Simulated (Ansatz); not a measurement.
System: Al (slab).

Input

```
crystal:
  lattice:
    - [17.0366954437, 0.0, 0.0]
    - [-1.4197246203, 2.4590351751, 0.0]
    - [0.0, 0.0, 21.2736023867]
  atoms:
    - { symbol: Al, position: [0.0, 0.0, 0.0705099199] }
    - { symbol: Al, position: [0.0555555556, 0.6666666667, 0.1794900801] }
    - { symbol: Al, position: [0.1111111111, 0.3333333333, 0.2884702403] }
    - { symbol: Al, position: [0.1666666667, 0.0, 0.0705099199] }
    - { symbol: Al, position: [0.2222222222, 0.6666666667, 0.1794900801] }
    - { symbol: Al, position: [0.2777777778, 0.3333333333, 0.2884702403] }
    - { symbol: Al, position: [0.3333333333, 0.0, 0.0705099199] }
    - { symbol: Al, position: [0.3888888889, 0.6666666667, 0.1794900801] }
    - { symbol: Al, position: [0.4444444444, 0.3333333333, 0.2884702403] }
    - { symbol: Al, position: [0.5, 1.0, 0.0705099199] }
    - { symbol: Al, position: [0.5555555556, 0.6666666667, 0.1794900801] }
    - { symbol: Al, position: [0.6111111111, 0.3333333333, 0.2884702403] }
    - { symbol: Al, position: [0.6666666667, 0.0, 0.0705099199] }
    - { symbol: Al, position: [0.7222222222, 0.6666666667, 0.1794900801] }
    - { symbol: Al, position: [0.7777777778, 0.3333333333, 0.2884702403] }
    - { symbol: Al, position: [0.8333333333, 1.0, 0.0705099199] }
    - { symbol: Al, position: [0.8888888889, 0.6666666667, 0.1794900801] }
    - { symbol: Al, position: [0.9444444444, 0.3333333333, 0.2884702403] }
    - { symbol: Al, position: [1.0, 1.0, 0.3974504006] }
    - { symbol: Al, position: [0.1666666667, 1.0, 0.3974504006] }
    - { symbol: Al, position: [0.3333333333, 1.0, 0.3974504006] }
    - { symbol: Al, position: [0.5, 1.0, 0.3974504006] }
    - { symbol: Al, position: [0.6666666667, 1.0, 0.3974504006] }
    - { symbol: Al, position: [0.8333333333, 1.0, 0.3974504006] }
    - { symbol: Al, position: [0.0555555556, 0.6666666667, 0.5064305608] }
    - { symbol: Al, position: [0.2222222222, 0.6666666667, 0.5064305608] }
basis:
  ecutwfc: 420
kpoints:
  mp_grid: { grid: [2, 12, 1] }
hamiltonian:
  xc: pbesol
scf:
  occupations: { method: gaussian, width: 0.1 }
output:
  forces: true
  eigenvalues: true
  populations: true
  write_density: true
  write_potential: true
  elf: true
  volumetric_format: npy
relax:
  adjacent_minimum: "off"
  f_tol: 0.02
  max_steps: 45
  constraints: [{ sites: [0, 1, 3, 4, 6, 7, 9, 10, 12, 13, 15, 16] }]
efield:
  axis: 3
  dipole_correction: true
  ramp_width: 0.04
```

Run with:

```sh
ansatz run input.yaml --threads 4 --pin off --max-ram 12288MiB --backend cpu --events-out ev --progress --plain --runs-dir out
```

The fields are those of the relaxed geometry.

Level of theory: Ansatz, DFT PBEsol, scalar-relativistic, plane waves, PAW.

**What will maps of the valence pseudo-density and electron localisation function show?**

Al–Al (2.84 Å): ρ at the midpoint is about 0.21 e/Å³; the ELF peaks at about 0.70 between the atoms.

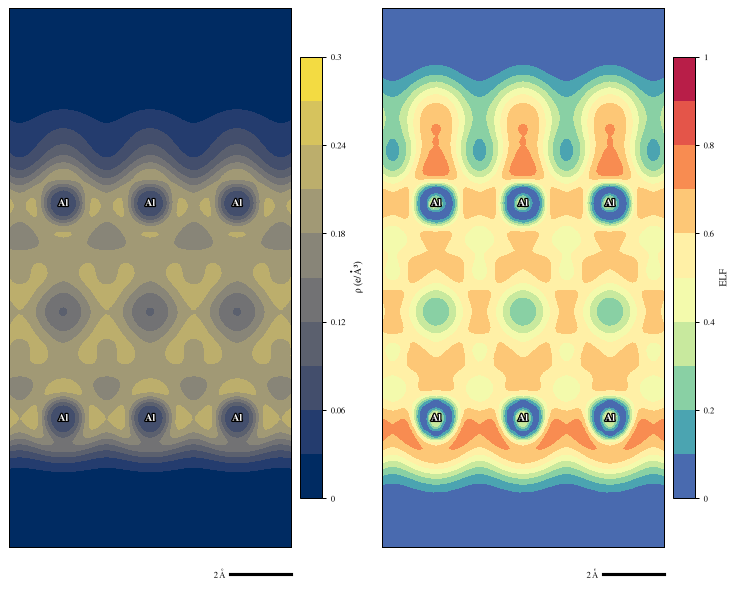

Computed valence pseudo-density and electron localisation function on the (100) plane of the calculation cell, a cut from vacuum to vacuum, in this order. Atoms just off the plane (Al, 0.8 Å away) can leave unmarked features too.

In a PAW calculation such maps are meaningful between the atoms, not at the nuclei.
